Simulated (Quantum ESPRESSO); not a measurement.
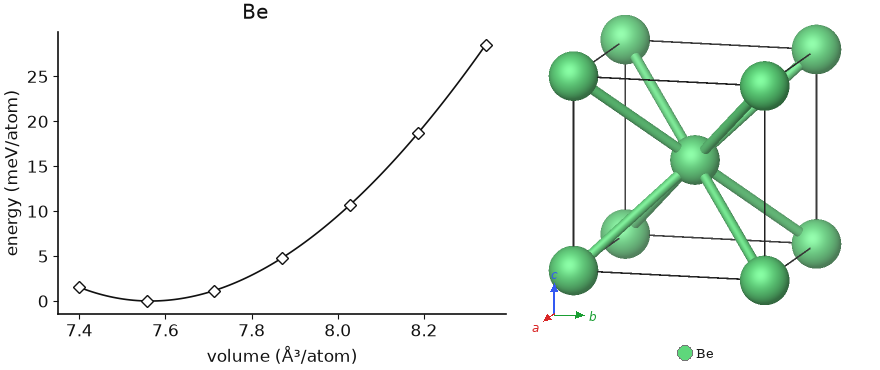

Method: plane-wave DFT, no spin polarisation; energies at scaled volumes of the given cell, shape and fractions fixed, counted from the fit's minimum, third-order Birch-Murnaghan fit (Quantum ESPRESSO 7.5). Level: PBEsol with D3.

| setting | value |
| --- | --- |
| k mesh | 15×15×15 |
| occupations | cold smearing |
| smearing width | 0.1 eV |
| potentials | PseudoDojo 0.4.1 SR LDA stringent |
| wave cutoff | 1442 eV |
| density cutoff | 5769 eV |

Cell as given: a = 2.170 Å, b = 2.170 Å, c = 2.170 Å, α = 109.47°, β = 109.47°, γ = 109.47°; 1 atom.

**Figure.** Energy against volume for Be, space group Im-3m (No. 229). The conventional cell is drawn beside the plot.

A third-order Birch–Murnaghan fit gives V0 = 7.57 Å³/atom, B0 = 132 GPa and B′ = 3.4. The energy is 1.55 meV/atom at volume 7.3989 Å³/atom and 28.53 meV/atom at 8.3434 Å³/atom; the lowest computed point is at volume 7.5563 Å³/atom (0.00 meV/atom).

Caveats: potentials made for another functional.
